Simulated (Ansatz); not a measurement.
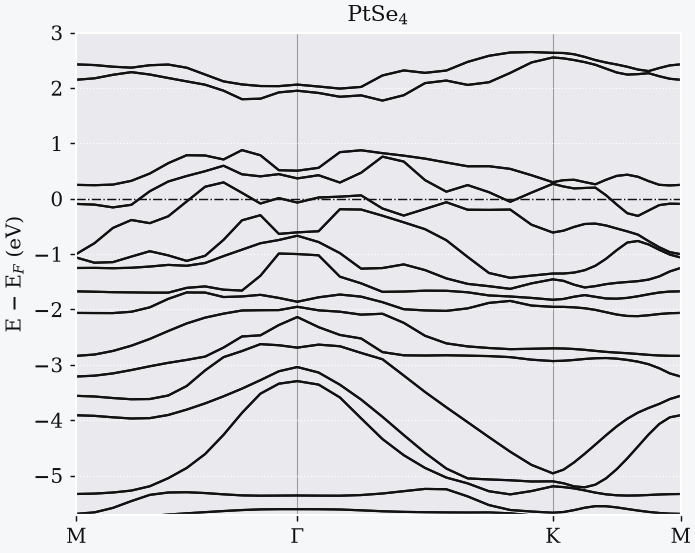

What does this figure show?

Band structure of a (001) slab cut from PtSe₂ (P-3m1), of composition PtSe₄ (not the bulk's), ended by Se planes, 5 atoms in the cell. Computed with Ansatz: DFT PBEsol, spin-orbit coupling, plane waves, PAW, 9×9×1 k mesh, 420 eV cutoff, Gaussian smearing of 0.1 eV. Energies are counted from the Fermi level.

A metal: 4 spinor bands cross the Fermi level along this path (the two partners of a degenerate pair count as two). The last band that the electron count would fill rises to 0.30 eV above the Fermi level between M and Γ, leaving holes there, and the next band dips to 0.31 eV below it between K and M, holding electrons: an overlap of 0.61 eV. Bands cross the Fermi level on every line of the path. At K the nearest levels lie 0.61 eV below and 0.27 eV above the Fermi level.
